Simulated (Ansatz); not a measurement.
**Run report: Si$_{128}$C$_{127}$ (charge +1), geometry relaxation (part 6 of 6)**

Si$_{128}$C$_{127}$ (defect cell, 255 atoms in the cell, total charge +1); DFT, PBEsol, PAW, plane waves (Ansatz 0.2.0); cutoff 420 eV, 1×1×1 k-mesh, Fermi–Dirac smearing of 0.01 eV. 

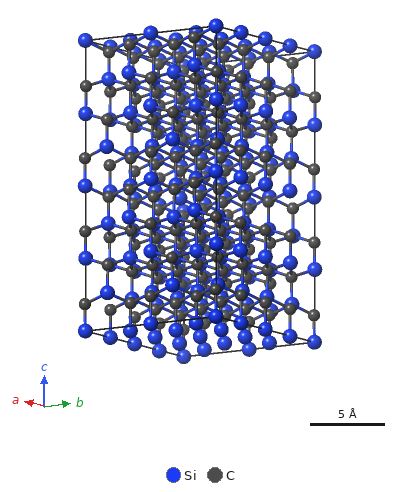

The structure as given in the input (ball-and-stick view of the cell of the calculation, seen at an oblique angle).

**Log, continued**
```
    - { symbol: C, position: [0.2493607353716586, 0.6664742472012498, 0.2188648731242313] }
    - { symbol: C, position: [0.250382891671899, 0.6670624474459869, 0.7189146668815231] }
    - { symbol: C, position: [0.12402822070432626, 0.9162362642672386, 0.21876946799774993] }
    - { symbol: C, position: [0.1254468453137012, 0.9172845958457544, 0.7187627079928234] }
    - { symbol: C, position: [0.7488034290373001, 0.16665151822675078, 0.21928766622385737] }
    - { symbol: C, position: [0.7506816872688503, 0.16710127642035333, 0.7193475470047391] }
    - { symbol: C, position: [0.6243891652841498, 0.41643410231167394, 0.21910144593632494] }
    - { symbol: C, position: [0.6257186014664293, 0.4173525553798722, 0.7197690732571522] }
    - { symbol: C, position: [0.4993906772971898, 0.6658620713773908, 0.2192982792561975] }
    - { symbol: C, position: [0.5004129338103053, 0.6674133105584975, 0.7193971390058568] }
    - { symbol: C, position: [0.3743327278790864, 0.9160993621564568, 0.21894402779511773] }
    - { symbol: C, position: [0.37538315749191414, 0.9170320920585124, 0.7188184353191366] }
    - { symbol: C, position: [0.8743579255005742, 0.4165258064974169, 0.2189297857877509] }
    - { symbol: C, position: [0.8754596666247221, 0.4172105448151101, 0.7191002059363958] }
    - { symbol: C, position: [0.749441028057757, 0.6664814938124846, 0.21896974270781783] }
    - { symbol: C, position: [0.7503709225571265, 0.6672414233035151, 0.7191674547099454] }
    - { symbol: C, position: [0.6243328670647982, 0.9162199026480216, 0.21898498615756823] }
    - { symbol: C, position: [0.6253603080789688, 0.9172422685778471, 0.7190571692874321] }
    - { symbol: C, position: [0.8740982464269812, 0.916650464613748, 0.2190321227223619] }
    - { symbol: C, position: [0.8753496643077597, 0.9172264871562503, 0.7189487394892877] }
    - { symbol: C, position: [0.12525839799594257, 0.0831625919983652, 0.468628103686604] }
    - { symbol: C, position: [0.12485270406907199, 0.08344363017259099, 0.9688130155475518] }
    - { symbol: C, position: [0.0001970372615186241, 0.33394832553199383, 0.4687344405701784] }
    - { symbol: C, position: [0.9998286310309515, 0.3334632427006263, 0.9688556378437253] }
    - { symbol: C, position: [0.375782169759894, 0.08326843898470605, 0.4677680198594408] }
    - { symbol: C, position: [0.3748378351885631, 0.08340463608868932, 0.9688814708037431] }
    - { symbol: C, position: [0.25063840604165055, 0.33425964515842904, 0.4677298273240529] }
    - { symbol: C, position: [0.24982321186184078, 0.3334484738014068, 0.9688619101573719] }
    - { symbol: C, position: [0.12599244344260055, 0.5835044646655597, 0.46883242562985644] }
    - { symbol: C, position: [0.12487603341963792, 0.583465941521147, 0.9688833398615129] }
    - { symbol: C, position: [0.00032386437336733655, 0.8338801439596861, 0.4688528851090656] }
    - { symbol: C, position: [-0.00013084741758608335, 0.8334767643760563, 0.968933186376411] }
    - { symbol: C, position: [0.6225751048835833, 0.08880556905079748, 0.46927202379941896] }
    - { symbol: C, position: [0.6248275526894966, 0.08341918985205343, 0.9690357809420996] }
    - { symbol: C, position: [0.49982665549314026, 0.33343128826752894, 0.9689775557673758] }
    - { symbol: C, position: [0.37802020787180957, 0.5786392423061594, 0.4692171752201808] }
    - { symbol: C, position: [0.374852249743246, 0.5834444013006238, 0.9689759186400632] }
    - { symbol: C, position: [0.25121031245033, 0.832089588167695, 0.46877088983935733] }
    - { symbol: C, position: [0.24987351603936878, 0.833427330043941, 0.9688326764567392] }
    - { symbol: C, position: [0.8747537832226505, 0.08419319214432629, 0.46891270489258535] }
    - { symbol: C, position: [0.8748345452220769, 0.08345211619170431, 0.9689822317619688] }
    - { symbol: C, position: [0.7502493047200223, 0.33558905531454286, 0.4688374358457154] }
    - { symbol: C, position: [0.7498365463384404, 0.33345818948446965, 0.9690118182190017] }
    - { symbol: C, position: [0.6267074220293503, 0.5833491907474884, 0.4688731492745489] }
    - { symbol: C, position: [0.6248590913726729, 0.5834537209810837, 0.9690518331034915] }
    - { symbol: C, position: [0.5004860281083635, 0.8336876616591763, 0.46894859883696166] }
    - { symbol: C, position: [0.4998589899169864, 0.8334307335089727, 0.9689940334588543] }
    - { symbol: C, position: [0.8757816417433318, 0.5846743266146291, 0.46894764842189995] }
    - { symbol: C, position: [0.8748967648892677, 0.5835066745502295, 0.9690583728400738] }
    - { symbol: C, position: [0.7494240839570977, 0.8352313582023457, 0.4690428004180733] }
    - { symbol: C, position: [0.7498574993961679, 0.8334631559875266, 0.969117962155039] }
--- Löwdin populations: 255 sites ---
  site symbol       q [e]    m [muB]
     0     Si      2.9432     0.0001
     1     Si      2.9442     0.0000
     2     Si      2.9423     0.0002
     3     Si      2.9458    -0.0000
     4     Si      2.9422     0.0001
     5     Si      2.9457    -0.0000
     6     Si      2.9436     0.0001
     7     Si      2.9438     0.0000
     8     Si      2.9436     0.0006
     9     Si      2.9442     0.0001
    10     Si      2.9382     0.0142
    11     Si      2.9444     0.0001
    12     Si      2.9434     0.0006
    13     Si      2.9442     0.0000
    14     Si      2.9433     0.0001
    15     Si      2.9443     0.0000
    16     Si      2.9445     0.0001
    17     Si      2.9436     0.0004
    18     Si      2.9455     0.0067
    19     Si      2.9427     0.0000
    20     Si      2.9457     0.0063
    21     Si      2.9425     0.0000
    22     Si      2.9446     0.0001
    23     Si      2.9434     0.0005
    24     Si      2.9439     0.0006
    25     Si      2.9436     0.0006
    26     Si      2.9432     0.0005
    27     Si      2.9424     0.0001
    28     Si      2.9441     0.0006
    29     Si      2.9434     0.0006
    30     Si      2.9437     0.0001
    31     Si      2.9440     0.0000
    32     Si      2.9567     0.0002
    33     Si      2.9580     0.0001
    34     Si      2.9557     0.0022
    35     Si      2.9631    -0.0007
    36     Si      2.9569    -0.0000
    37     Si      2.9577     0.0001
    38     Si      2.9571     0.0000
    39     Si      2.9582     0.0001
    40     Si      2.9564     0.0003
    41     Si      2.9541     0.0000
    42     Si      2.9564     0.0003
    43     Si      2.9540    -0.0001
    44     Si      2.9570    -0.0000
    45     Si      2.9577     0.0003
    46     Si      2.9567     0.0001
    47     Si      2.9584     0.0003
    48     Si      2.9576     0.0006
    49     Si      2.9534     0.0084
    50     Si      2.9563     0.0004
    51     Si      2.9495     0.0038
    52     Si      2.9577     0.0005
    53     Si      2.9532     0.0090
    54     Si      2.9571    -0.0000
    55     Si      2.9575     0.0002
    56     Si      2.9570    -0.0000
    57     Si      2.9579     0.0003
    58     Si      2.9570    -0.0000
    59     Si      2.9578     0.0003
    60     Si      2.9570     0.0001
    61     Si      2.9574     0.0004
    62     Si      2.9572     0.0000
    63     Si      2.9577     0.0002
    64     Si      2.9561     0.0004
    65     Si      2.9580     0.0000
    66     Si      2.9576     0.0000
    67     Si      2.9578     0.0003
    68     Si      2.9501     0.0030
    69     Si      2.9576     0.0000
    70     Si      2.9503     0.0031
    71     Si      2.9576     0.0000
    72     Si      2.9572    -0.0001
    73     Si      2.9575     0.0000
    74     Si      2.9573     0.0000
    75     Si      2.9575     0.0000
    76     Si      2.9568     0.0024
    77     Si      2.9572     0.0000
    78     Si      3.2311     0.2788
    79     Si      2.9571    -0.0000
    80     Si      2.9566     0.0023
    81     Si      2.9571     0.0000
    82     Si      2.9575    -0.0001
    83     Si      2.9578     0.0002
    84     Si      2.9573     0.0002
    85     Si      2.9572    -0.0000
    86     Si      2.9512     0.0005
    87     Si      2.9570     0.0000
    88     Si      2.9513     0.0005
    89     Si      2.9569     0.0000
    90     Si      2.9575     0.0002
    91     Si      2.9572     0.0000
    92     Si      2.9573     0.0000
    93     Si      2.9571     0.0000
    94     Si      2.9592     0.0000
    95     Si      2.9572     0.0003
    96     Si      2.9434     0.0000
    97     Si      2.9437     0.0000
    98     Si      2.9465     0.0051
    99     Si      2.9436     0.0004
   100     Si      2.9465     0.0056
   101     Si      2.9435     0.0004
   102     Si      2.9443    -0.0001
   103     Si      2.9436     0.0000
   104     Si      2.9433     0.0009
   105     Si      2.9436     0.0000
   106     Si      3.1413     0.0517
   107     Si      2.9438     0.0000
   108     Si      2.9430     0.0007
   109     Si      2.9435     0.0000
   110     Si      2.9454     0.0009
   111     Si      2.9436     0.0000
   112     Si      2.9485     0.0014
   113     Si      2.9437     0.0002
   114     Si      3.1727     0.1391
   115     Si      2.9434     0.0001
   116     Si      3.1752     0.1518
   117     Si      2.9433     0.0001
   118     Si      2.9488     0.0005
   119     Si      2.9438     0.0001
   120     Si      2.9434     0.0070
   121     Si      2.9438     0.0001
   122     Si      2.9397     0.0028
   123     Si      2.9435     0.0000
   124     Si      2.9432     0.0063
   125     Si      2.9437     0.0001
   126     Si      2.9451    -0.0002
   127     Si      2.9436     0.0000
   128      C      4.9614     0.0000
   129      C      4.9612     0.0001
   130      C      4.9620     0.0008
   131      C      4.9602     0.0001
   132      C      4.9620     0.0008
   133      C      4.9604    -0.0001
   134      C      4.9613     0.0001
   135      C      4.9610    -0.0000
   136      C      4.9616    -0.0000
   137      C      4.9632     0.0010
   138      C      4.9617     0.0002
   139      C      4.9353     0.0041
   140      C      4.9617    -0.0000
   141      C      4.9632     0.0008
   142      C      4.9614     0.0000
   143      C      4.9608     0.0003
   144      C      4.9610     0.0003
   145      C      4.9615    -0.0003
   146      C      4.9616     0.0002
   147      C      4.9517     0.0218
   148      C      4.9616     0.0002
   149      C      4.9520     0.0227
   150      C      4.9607     0.0003
   151      C      4.9616    -0.0001
   152      C      4.9608     0.0003
   153      C      4.9620     0.0005
   154      C      4.9613    -0.0000
   155      C      4.9636     0.0012
   156      C      4.9609     0.0004
   157      C      4.9629     0.0006
   158      C      4.9613     0.0000
   159      C      4.9610     0.0001
   160      C      4.9612     0.0005
   161      C      4.9611     0.0000
   162      C      4.9626    -0.0003
   163      C      4.9600    -0.0000
   164      C      4.9622    -0.0004
   165      C      4.9600    -0.0000
   166      C      4.9612     0.0000
   167      C      4.9613     0.0000
   168      C      4.9629     0.0012
   169      C      4.9611    -0.0000
   170      C      4.9495     0.0363
   171      C      4.9618     0.0001
   172      C      4.9632     0.0011
   173      C      4.9612    -0.0000
   174      C      4.9617    -0.0001
   175      C      4.9611     0.0000
   176      C      4.9602     0.0001
   177      C      4.9614     0.0007
   178      C      4.9375     0.0069
   179      C      4.9613    -0.0000
   180      C      4.9374     0.0068
   181      C      4.9614    -0.0000
   182      C      4.9608     0.0002
   183      C      4.9616     0.0006
   184      C      4.9607    -0.0002
   185      C      4.9615     0.0007
   186      C      4.9627     0.0013
   187      C      4.9621     0.0001
   188      C      4.9604    -0.0002
   189      C      4.9616     0.0008
   190      C      4.9608     0.0000
   191      C      4.9613     0.0000
   192      C      4.9726    -0.0000
   193      C      4.9715     0.0001
   194      C      4.9755     0.0119
   195      C      4.9647    -0.0007
   196      C      4.9723     0.0001
   197      C      4.9722     0.0000
   198      C      4.9723     0.0000
   199      C      4.9719    -0.0000
   200      C      4.9741     0.0002
   201      C      4.9712     0.0002
   202      C      4.9741     0.0002
   203      C      4.9711     0.0001
   204      C      4.9727     0.0000
   205      C      4.9718     0.0002
   206      C      4.9727    -0.0001
   207      C      4.9714     0.0001
   208      C      4.9690     0.0050
   209      C      4.9718     0.0071
   210      C      4.9727     0.0000
   211      C      4.9744    -0.0005
   212      C      4.9687     0.0050
   213      C      4.9723     0.0073
   214      C      4.9717     0.0000
   215      C      4.9721     0.0002
   216      C      4.9727    -0.0000
   217      C      4.9724     0.0001
   218      C      4.9727    -0.0000
   219      C      4.9723     0.0001
   220      C      4.9726     0.0001
   221      C      4.9719     0.0001
   222      C      4.9718    -0.0000
   223      C      4.9719     0.0002
   224      C      4.9712     0.0002
   225      C      4.9721     0.0000
   226      C      4.9655     0.0060
   227      C      4.9719     0.0002
   228      C      4.9533     0.0108
   229      C      4.9722    -0.0000
   230      C      4.9518     0.0110
   231      C      4.9722    -0.0000
   232      C      4.9710     0.0005
   233      C      4.9722    -0.0000
   234      C      4.9718    -0.0001
   235      C      4.9722     0.0000
   236      C      4.9429     0.0019
   237      C      4.9723     0.0000
   238      C      4.9722    -0.0000
   239      C      4.9426     0.0016
   240      C      4.9723     0.0000
   241      C      4.9628     0.0023
   242      C      4.9720     0.0002
   243      C      4.9715     0.0000
   244      C      4.9722    -0.0000
   245      C      4.9524     0.0147
   246      C      4.9722     0.0000
   247      C      4.9536     0.0148
   248      C      4.9722     0.0000
   249      C      4.9717    -0.0001
   250      C      4.9722    -0.0000
   251      C      4.9714    -0.0003
   252      C      4.9723    -0.0000
   253      C      4.9641     0.0048
   254      C      4.9720     0.0003
  spilling = 0.009749 (of n_electrons = 1019.000000)
```

**Key numbers**

```tsv
quantity	value
outcome	converged
electrons treated	1019
free energy	−110954.4487 eV
Fermi energy	10.872 eV
net moment of the cell	1.00 μB
largest force (length of the vector) at the end	0.015 eV/Å
hardware	1 × NVIDIA GB300 Max-Q, 32 threads of Arm Neoverse-V2, 180 GiB of memory available, shared host
wall time	91 s (CPU time 3.8 min)
peak memory	3.1 GiB
```

The k-point mesh is coarse for a cell of this size, so the results may not be converged.
